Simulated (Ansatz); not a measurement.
# Pt: 7 runs along one coordinate

System: Pt (P6/mmm, 3 atoms in the cell).
Method: DFT, PBEsol, plane waves (420 eV) with PAW, scalar-relativistic, no spin polarisation (Ansatz 0.2.0).

The 7 runs differ only in the geometry, by an even scaling of the cell at fixed fractional positions.

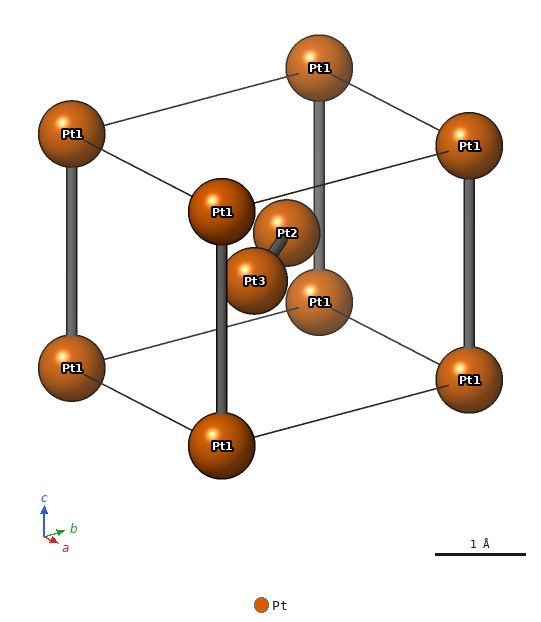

Figure 1. The structure of run 4 (ball-and-stick view of the cell of the calculation, seen slightly off an axis; atoms are numbered from 1 in the order of the input).

## Input of run 4
```yaml
crystal:
  lattice:
    - [4.4734090669, 0.0, 0.0]
    - [-2.2367045335, 3.8740858935, 0.0]
    - [0.0, 0.0, 2.6667689562]
  atoms:
    - { symbol: Pt, position: [1.0, 0.0, 0.0] }
    - { symbol: Pt, position: [0.3333333333, 0.6666666667, 0.5] }
    - { symbol: Pt, position: [0.6666666667, 0.3333333333, 0.5] }
hamiltonian:
  xc: pbesol
  pseudopotentials:
    kind: paw
    azcp:
      Pt: "pseudopotentials/Pt.paw.azcp"
basis:
  ecutwfc: 420
  fft_grid_basis: typed
kpoints:
  mp_grid: { grid: [9, 9, 13], shift: [0, 0, 0] }
magnetization:
  spin_polarized: false
scf:
  occupations: { method: fermi_dirac, width: 0.1 }
  lower_state_search: "off"
output:
  stress: true
```

Run 6 differs from it as follows:
```diff
-    - [4.4734090669, 0.0, 0.0]
-    - [-2.2367045335, 3.8740858935, 0.0]
-    - [0.0, 0.0, 2.6667689562]
+    - [4.5896531425, 0.0, 0.0]
+    - [-2.2948265712, 3.9747562159, 0.0]
+    - [0.0, 0.0, 2.7360664623]
```

## Results, with one run withheld

| run | volume per atom (Å³) | free energy per atom, from the lowest run given (meV) | pressure (GPa) |
| --- | --- | --- | --- |
| 1 | 13.557 | 246.51 | 48.71 |
| 2 | 14.173 | 100.06 | 28.30 |
| 3 | 14.789 | 23.02 | 12.42 |
| 4 | 15.405 | 0.00 | 0.07 |
| 5 | 16.022 | 18.91 | −9.50 |
| 6 | 16.638 | ? | ? |
| 7 | 17.254 | 146.48 | −22.52 |

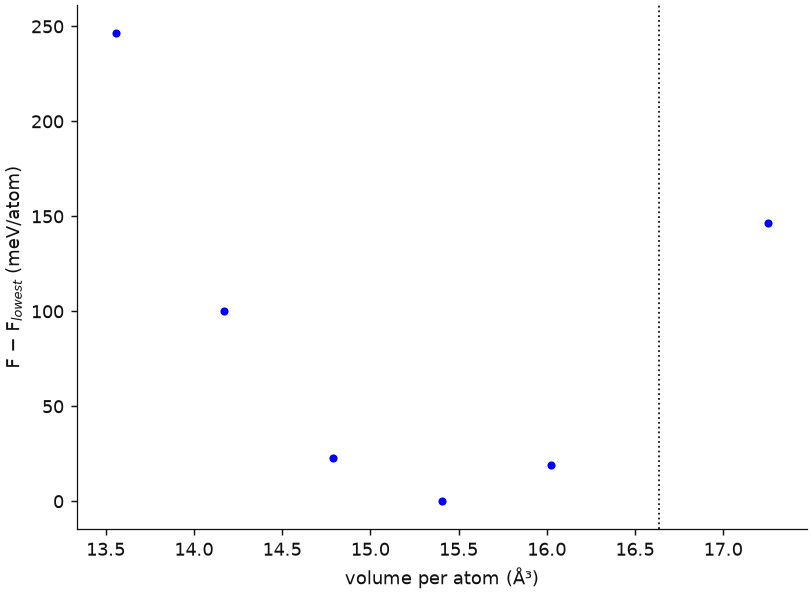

Figure 2. Free energy per atom of the runs given; the dotted line marks run 6.

Estimate the energy of run 6 from the others.

A cubic polynomial in V^(−2/3) (the Birch–Murnaghan form), fitted to the 6 runs given, misses them by at most 0.04 meV per atom. With x = V^(−2/3) − 0.16354 Å⁻², it reads F = 4.7998 + 4671.6 x + 1.1503e+06 x² + 4.688e+06 x³ (meV per atom). At run 6 it gives 70.17 meV per atom, and the run itself gives 70.24. The slope of the fit gives a pressure −dF/dV of −16.88 GPa there, and the run prints −16.87 GPa. The fit has its minimum at 15.410 Å³ per atom, where V d²F/dV² gives 270 GPa. Cell shape and fractional positions are held, so this is the stiffness under even scaling; the relaxed bulk modulus wasn't computed.

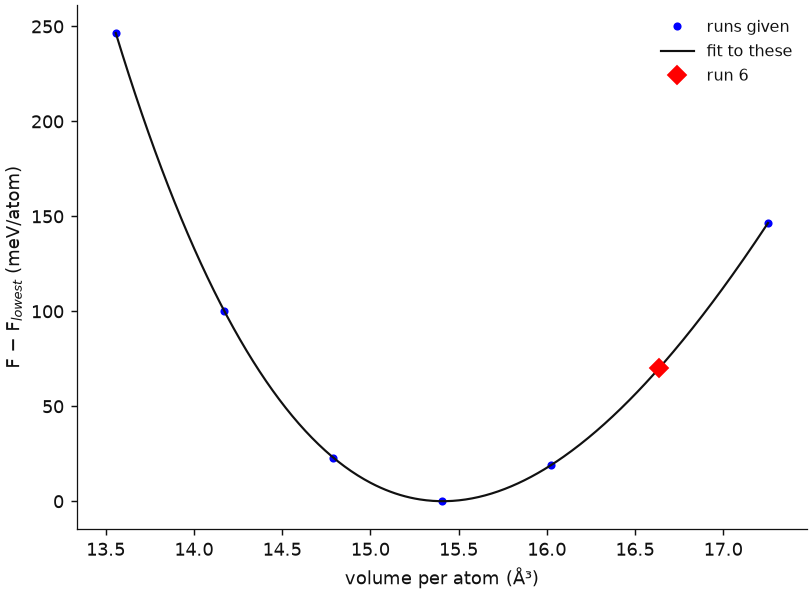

Figure 3. The fit and the withheld run.

## Output, shortened to warnings, some set-up lines, iterations and results (run 6)
```
Warning: [file] the record states the generating functional pbe (its physics header spells it `PBE`), which answers neither for hamiltonian.xc's functional nor for the pbesol family's — results may be inconsistent (PPs are generated against a specific XC)
Basis set: ecut = 420 eV, 963 PW (Γ)
Symmetry: 24 space group operations
k-points: 84 of 1053
Initial density: superposition of atomic densities (neutral atoms: chi_scale 0, normalization atom), corrected by the library's trained network
[...]
SCF iter   1: F=—  HF=-37150.839143 eV  |F-HF|=—  |Δ(HF+E_count)|=         —  Δρ=9.39e-3  dr2=3.31e-2  ethr=1.77e-3  ⟨swp⟩=5.1  Hψ=9581  notcnv=0  defer=22
SCF iter   2: F=—  HF=-37150.835253 eV  |F-HF|=—  |Δ(HF+E_count)|=   3.89e-3  Δρ=4.77e-3  dr2=9.41e-3  ethr=6.14e-5  ⟨swp⟩=2.4  Hψ=4324  notcnv=0  defer=22
SCF iter   3: F=—  HF=-37150.833293 eV  |F-HF|=—  |Δ(HF+E_count)|=   1.96e-3  Δρ=6.94e-4  dr2=2.39e-4  ethr=1.74e-5  ⟨swp⟩=2.0  Hψ=3778  notcnv=0  defer=22
SCF iter   4: F=—  HF=-37150.833277 eV  |F-HF|=—  |Δ(HF+E_count)|=   1.67e-5  Δρ=1.15e-4  dr2=1.25e-5  ethr=4.43e-7  ⟨swp⟩=1.8  Hψ=3720  notcnv=0  defer=22
SCF iter   5: F=—  HF=-37150.833277 eV  |F-HF|=—  |Δ(HF+E_count)|=   6.36e-7  Δρ=3.17e-5  dr2=3.97e-7  ethr=2.32e-8  ⟨swp⟩=2.4  Hψ=4052  notcnv=0  defer=22
SCF iter   6: F=-37150.833277 eV  HF=-37150.833277 eV  |F-HF|=1.11e-8  |Δ(HF+E_count)|=   6.19e-8  Δρ=7.02e-6  dr2=2.69e-8  ethr=1.85e-10  ⟨swp⟩=4.0  Hψ=8951  notcnv=0
SCF 1 converged in 6 iterations: F = -37150.833277 eV  dr2 = 2.69e-8
SCF converged after 6 iterations
Free energy (F): -37150.833277 eV
Harris-Foulkes:  -37150.833277 eV  (|F-HF|=1.11e-8)
Internal energy: -37150.650861 eV  (E = F + TS)
E sigma→0 (E₀):  -37150.742069 eV
Entropy (-TS):   -0.182416 eV (-60.805 meV/atom)
Fermi energy:    20.273751 eV
--- Per-component energies (eV) ---
  E_band       = -528.110549
  E_kinetic    = 1905.901913
  E_local      = -4802.382897  (includes V_loc(G=0)·N_el)
  E_nonlocal   = 609.729334
  E_hartree    = 1766.715324
  E_xc         = -777.238163
  E_vxc        = -902.199039  (∫ρ·V_xc dr)
  E_paw        = -27948.706455  (= ΣΔE_a)
  E_vpaw       = -872.583028  (= ΣTr[D̂ρ^β])
  E_aug_tail   = 0.000529  (compensation charges beyond the density's cutoff)
  E_ewald      = -7905.531390
  E_core_change = 0.860944  (= ΣΔE_core)
  E_smearing   = -0.182416  (= −TS)
  E_closure    = 0.000000  (closes the sum)
  Σ components = -37150.833277   (vs F -37150.833277, Δ=0.00e0)
--- Stress (GPa, compression-positive) ---
      -17.163347      -0.000000       0.000000
       -0.000000     -17.163347       0.000000
        0.000000       0.000000     -16.295790
  P = ⅓ Tr σ = -16.8742 GPa (-168.742 kbar)
```

Warnings of the run: the PAW datasets were made with another functional. Spin–orbit coupling is left out, which matters for Pt.
